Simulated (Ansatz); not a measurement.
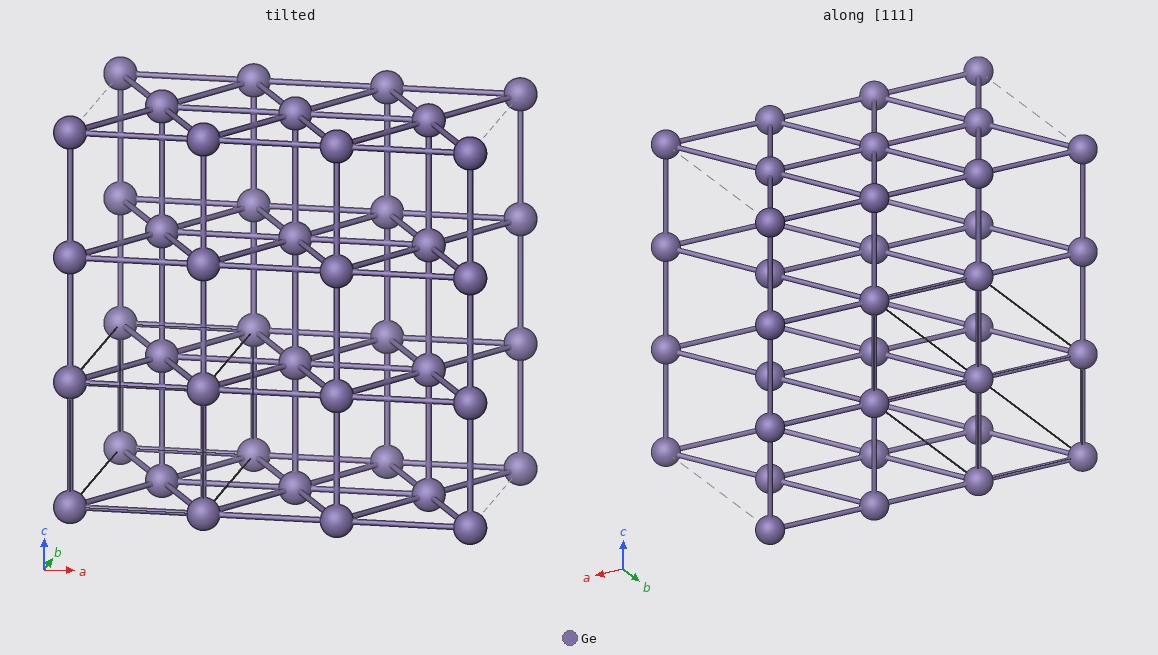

We look at a ball-and-stick model of the crystal slightly off an axis and along [111]. The solid frame is a single conventional unit cell within a 3×1×3 block. Cell: a = 2.792 Å, b = 4.993 Å, c = 2.639 Å, α = 90.00°, β = 90.00°, γ = 90.00°.

The element is germanium. Its lattice is base-centred orthorhombic, its space group Cmmm (No. 65). The cell holds two atoms. About every Ge there are eight Ge at about 2.6 to 2.9 Å. The bonds build a three-dimensional framework.

Starting structure: a structure listed in the Materials Project. The cell was then strained or its atoms displaced on purpose. It was run through Ansatz as a DFT input.
